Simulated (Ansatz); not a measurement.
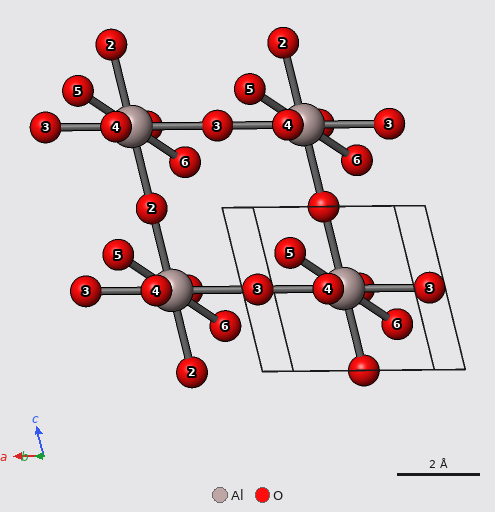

Starting structure of crystalline AlO₅ (a generated structure, set up in R-3m) (coarse preliminary run). The picture is a ball-and-stick view of the cell of the calculation, repeated 2 × 1 × 2 with one cell outlined, seen from a free direction.

These are results of DFT PBE, scalar-relativistic, plane waves, PAW (Ansatz), not measurements.

Input file:
```yaml
crystal:
  lattice:
    - [2.62146609, 1.51350415, 2.96555366]
    - [-2.62146609, 1.51350415, 2.96555366]
    - [0.0, -3.0270083, 2.96555366]
  atoms:
    - { symbol: Al, position: [0.5, 0.5, 0.5] }
    - { symbol: O, position: [0.5, 0.5, 0.0] }
    - { symbol: O, position: [0.0, 0.5, 0.5] }
    - { symbol: O, position: [0.5, 0.0, 0.5] }
    - { symbol: O, position: [0.72028092, 0.72028092, 0.72028092] }
    - { symbol: O, position: [0.27971908, 0.27971908, 0.27971908] }
basis:
  ecutwfc: 420
kpoints:
  mp_grid: { grid: [6, 6, 6] }
hamiltonian:
  xc: pbe
scf:
  occupations: { method: gaussian, width: 0.1 }
  lower_state_search: "off"
output:
  forces: true
  stress: true
  eigenvalues: true
relax:
  adjacent_minimum: "off"
  f_tol: 0.04
  max_steps: 70
  cell: { stress_tol: 0.4 }
```

Command:
```bash
ansatz run input.yaml --threads 1 --pin off --max-ram 2560MiB --backend cpu --events-out ev --progress --plain --runs-dir out
```

> Where does the relaxation end?

The largest moves relative to the cell, 0.61 Å, are those of O5 and O6. O6 goes along [−1 −1 −1]. Al stays in place. Cell: a = b = c 4.238 → 3.857 Å (−9.0 %), α 76.4° → 86.1°, β 76.4° → 86.1°, γ 76.4° → 86.1°. Volume −19.3 %. Some distances before and after: Al1–O5 1.960 → 2.174 Å, Al1–O2 2.119 → 1.928 Å. The space group stays R-3m (No. 166). After 7 accepted moves (9 points after the start) the energy has fallen by 594 meV per atom. Largest force component: 3.8 eV/Å at the start, 0.0017 eV/Å at the end. The pressure goes from 18.64 to 0.05 GPa. The SCF was repeated twice at an unchanged geometry on a basis and grid sized afresh for the cell, which shifted the energy by 2.8 meV per atom at most.

Final geometry:

```xyz
6
Lattice="2.6325 1.5199 2.3736 -2.6325 1.5199 2.3736 0.0000 -3.0398 2.3736" Properties=species:S:1:pos:R:3 pbc="T T T"
Al    0.0000    0.0000    3.5604
O     0.0000   -1.5199    4.7472
O    -1.3163   -0.7599    2.3736
O     1.3163   -0.7599    2.3736
O     0.0000    0.0000    5.7346
O     0.0000    0.0000    1.3862
```

After the run, drawn alike:

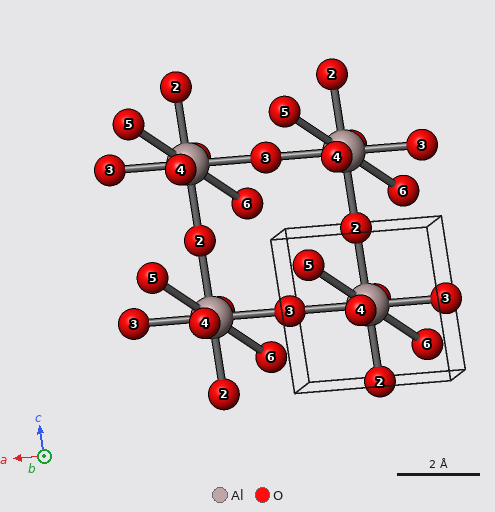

Limits of the set-up: an odd number of electrons was run without spin polarisation, which fails if the electron would localise.
